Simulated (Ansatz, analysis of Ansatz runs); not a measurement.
# Reproducing a measured local vibrational mode: V_K centre (self-trapped hole) in LiF, part 2 of 2

Aim: the local vibrational mode of the V_K centre (self-trapped hole) in LiF, to be set beside the measurement. Set-up: HSE06, 64-site cell, PBE lattice, 420 eV, k: the zone centre alone, relaxed with the hybrid. The model is a cell of 64 host atoms. The frequencies come from force constants among the defect atom and its neighbours, with the masses of the isotopes named. Exact exchange opens the gap, stiffens bonds and lessens the self-interaction error, at many times the cost.

Ansatz 0.2.0; HSE06, 64-site cell, PBE lattice, 420 eV, k: the zone centre alone, relaxed with the hybrid.

So far: The structure; Relaxation, charge +1.

In doubt: the hybrid run may have settled on a false gap or state (step 2), so the values of those runs are not to be relied on.

**2. Relaxation, charge +1 (continued)**

Level of this step: plane-wave PAW DFT, HSE06; relaxation of all atoms of a defect supercell (Ansatz).

Relaxation path:

```
step  energy less that of the first step (eV)  largest force component (eV/Å)
   1                                   0.0000                          1.6711
   2                                  -0.7642                          1.2256
   3                                  -1.2027                          0.3896
   4                                  -1.2937                          0.0828
   5                                  -1.3008                          0.0276
   6                                  -1.3025                          0.0088
```

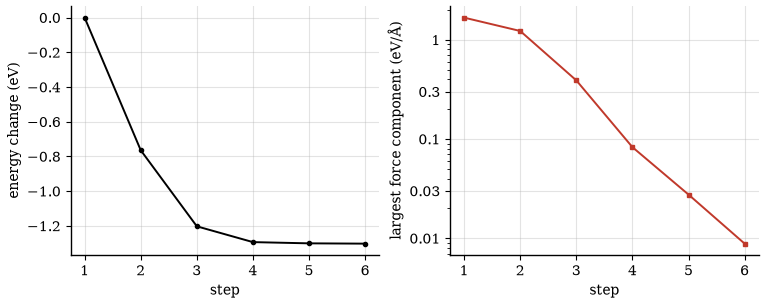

Energy and largest force along the relaxation.

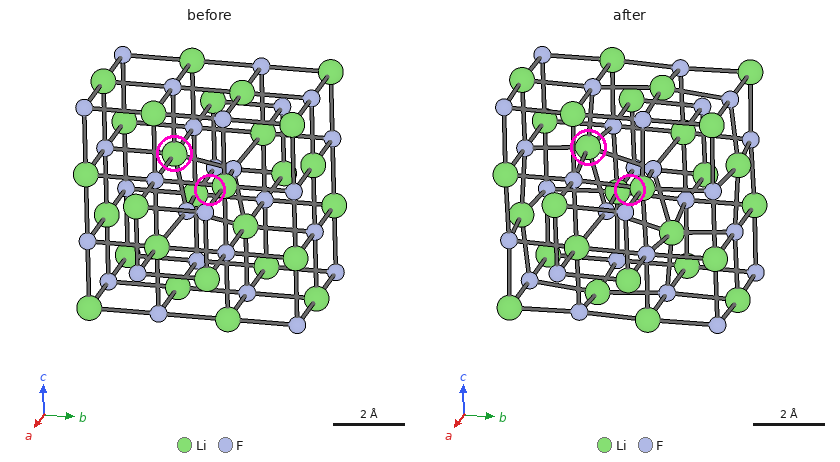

Before and after: the atoms that start within 5 Å of the centre. Li12, which moves most, is ringed if it is among them. A ring with no atom in it marks the empty centre.

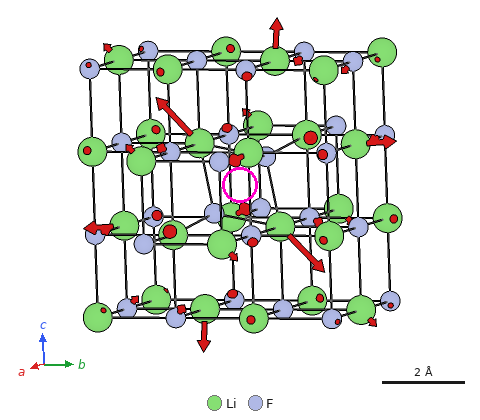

Displacements in the relaxation from the typed sites near the centre, exaggerated, the mean shift taken out; the longest in the cell stands for 0.26 Å. A ring marks the centre wherever it is empty.

The atoms that moved most (Å, from the sites as typed, ahead of the random displacement, the mean shift of all atoms taken out):

```
atom      dx      dy      dz  length
Li12  -0.009  -0.184   0.183   0.259
Li19  -0.001   0.183  -0.183   0.259
 Li3   0.000  -0.157  -0.011   0.157
Li27   0.001   0.014   0.156   0.157
Li28  -0.001   0.156   0.012   0.157
 Li4   0.002  -0.010  -0.156   0.156
 Li2  -0.122   0.026   0.028   0.127
Li25  -0.121  -0.026  -0.028   0.127
```

Neighbours of the ideal centre at the end:

```
atom  distance (Å)
  F8         0.993
 F31         0.995
Li19         1.696
Li12         1.698
 F53         2.550
 F46         2.552
 F21         2.552
 F14         2.553
Li34         2.563
Li57         2.569
 Li2         2.571
Li25         2.572
```

This step gave:

```yaml
free_energy: -32515.0442 eV
total_moment: 1 μB
integral_of_the_absolute_spin_density: 1.121 μB
spin_contamination: 0.005840
```

The relaxation ends 20 meV an atom lower than the displaced start, with a largest force component of 0.0088 eV/Å.

**3. Local vibrational modes**

A local mode lives on the defect and the atoms next to it, so only the sites listed in the input are displaced, which costs far fewer SCF runs than the whole cell would.

This step: plane-wave PAW DFT, HSE06; finite-displacement force constants among the atoms nearest to a defect, the others at rest.

Contents of modes/input.yaml:

```yaml
crystal:
  lattice:
    - [8.13425753, 0.0, 0.0]
    - [0.0, 8.13425753, 0.0]
    - [0.0, 0.0, 8.13425753]
  atoms:
    - { symbol: Li, position: [-0.00099661, 0.0017127, 0.001813629] }
    - { symbol: Li, position: [-0.015246098, 0.253317869, 0.253668687] }
[... 5 atom lines left out ...]
    - { symbol: F, position: [0.250004614, 0.288586327, 0.288706075] }
[... 3 atom lines left out ...]
    - { symbol: Li, position: [0.248619843, 0.227535719, 0.522752064] }
[... 1 atom line left out ...]
    - { symbol: F, position: [-0.006260631, 0.246868761, 0.503263601] }
[... 4 atom lines left out ...]
    - { symbol: Li, position: [0.249635071, 0.522628486, 0.227755865] }
[... 1 atom line left out ...]
    - { symbol: F, position: [-0.006389466, 0.503009848, 0.24716794] }
[... 3 atom lines left out ...]
    - { symbol: Li, position: [-0.015106659, 0.496888385, 0.496799448] }
[... 5 atom lines left out ...]
    - { symbol: F, position: [0.249839604, 0.4613526, 0.461566552] }
[... 2 atom lines left out ...]
    - { symbol: Li, position: [0.514390631, 0.253640954, 0.253993717] }
[... 11 atom lines left out ...]
    - { symbol: F, position: [0.506058658, 0.247014634, 0.503289361] }
[... 6 atom lines left out ...]
    - { symbol: F, position: [0.505889507, 0.503237708, 0.247079618] }
[... 3 atom lines left out ...]
    - { symbol: Li, position: [0.514540239, 0.496782261, 0.497145712] }
[... 6 atom lines left out ...]
    - { symbol: F, position: [0.749722164, 0.748716096, 0.749004357] }
total_charge: 1
basis:
  ecutwfc: 420
  xc_grid: 2
hamiltonian:
  xc: hse06
kpoints:
  mp_grid: { grid: [1, 1, 1] }
magnetization:
  spin_polarized: true
  initial_magnetization: 1
  spin_locking: { lock_magnetization: hard }
scf:
  occupations: { method: fermi_dirac, width: 0.01 }
  max_iter: 120
output: {}
checkpoint:
  read: "../relax.run"
phonons:
  supercell: [1, 1, 1]
  displaced_sites: [7, 11, 30]
```

Launch:

```console
$ ansatz run input.yaml --threads 4 --pin off --max-ram 7536MiB --backend cpu --events-out ev --progress --plain --runs-dir out
```

Numbers of over 12 decimals in the logs are rounded to 6 here.

The log of the run:

```text
[...]
Warning: basis.xc_grid 2: finite-displacement phonons take 3 at the least, and a number is run as typed, so the frequencies can be off [figures from the program's tests cut]. [...]
[...]
Crystal: 64 atoms, lattice volume = 538.212 Å³
Basis set: ecut = 420 eV, 10443 PW (Γ), exchange–correlation on 120×120×120 points (8 copies of the dense FFT grid, shifted against one another)
Bands: 224, of which v1, the nominal top of the filled ones, is band 160 counted from 1 (159 counted from 0)
Symmetry: 1 space group operations
k-points: 1
[...]
Stability of the state it starts from, as read at its close in the collinear treatment: not read, because the functional holds exact exchange (a hybrid, or Hartree-Fock), whose exchange loop this test does not read (fock_operator); its run was given moments
[...]
Frozen-core exchange: fock
[...]
--- Phonons: 18 displaced members + reference (amplitude 0.0025 Å, Σ member SCF iterations 331) ---
  symmetry images taken by strict's conditions (phonons.symmetry_images: auto; settled by no image being taken that strict refuses)
  force constants formed among 3 of 64 sites (F 7, Li 11, F 30); the other 61 at rest. The modes move the named sites alone.
  the frequencies, the zero-point energy and the sums are of the block with the acoustic sum rule laid on its rows. Row sums over every site: 9.6e-3 eV/Å² at the most
  transpose residual: 5.5e-5 eV/Å²
  largest component of a force at the reference: 8.8e-3 eV/Å on a named site, 7.6e-3 eV/Å on a site at rest
  frequencies among the named sites at Γ of the cell (cm⁻¹): 138.01 192.43 224.36 247.34 252.16 263.42 378.36 461.94 514.66
  unstable modes among the named sites: 0
  frequencies as built, with no sum rule (cm⁻¹): 138.02 192.45 224.34 247.32 252.13 264.10 378.36 461.92 514.63
  zero-point energy: 0.165686 eV/cell   skipped modes (ω ≤ 0): 0
  not written: the harmonic force-constant file, the file of eigenvectors (these modes' are written with the force constants), the density of states and the dispersion, which are of every site
[key lines of the parts left out:]
Magnetization: 1.0000 μB (160.0000 up, 159.0000 down)
Free energy (F): -32515.044124 eV
Fermi energy:    0.331112 (↑ 4.574913, ↓ 0.328190) eV
```

Wall time 39 min (4 threads of Arm Neoverse V1, shared host); peak memory 1.7 GiB; 2.5 h of CPU time.

Read from the output:

```
free energy                           : -32515.0441 eV
total moment                          : 1 μB
integral of the absolute spin density : 1.121 μB
spin contamination                    : 0.005840
```

The modes with the largest weight on the probed atoms (the light atom of a pair), for the masses of each isotope. Modes of the displaced atoms (local only where they lie over the host's phonons):

```
isotopes  mode (cm⁻¹)  share of the defect atoms
       n        378.4                      0.984
       n        252.2                      0.998
       n        247.3                      0.966
       n        224.4                          1
       n        192.4                      0.947
       n          138                      0.997
```

**4. Results**

| Item | Value |
| --- | --- |
| distance between the two halogen atoms | 1.988 Å |
| stretch of the F2- molecule (highest mode on the two atoms) | 378 cm⁻¹ |
| time of the whole chain | 49 min on 4 threads |

In words: Stretch of the F2- molecule: computed 378 cm⁻¹, measured 437 cm⁻¹; 59 cm⁻¹ (13 %) below the measurement. Only the named neighbours move, so modes near the host's band are approximate. Limits: the zone centre alone is a coarse sampling for this cell; the periodic copies of the defect are only 8.1 Å apart.

[Logs are printed without paths, hosts, clocks, repeated set-up lines and the standing remarks that a program may print on its own settings, such as how far it seeks lower states.]

[Hosts, paths, dates, database ids (printed as entryN), source tags and the programs' standing remarks are cut or masked in the printed files.]

[For some hosts the program warned that the k-mesh of the response run may be too coarse for force constants and the static dielectric constant; such warnings are not shown here.]
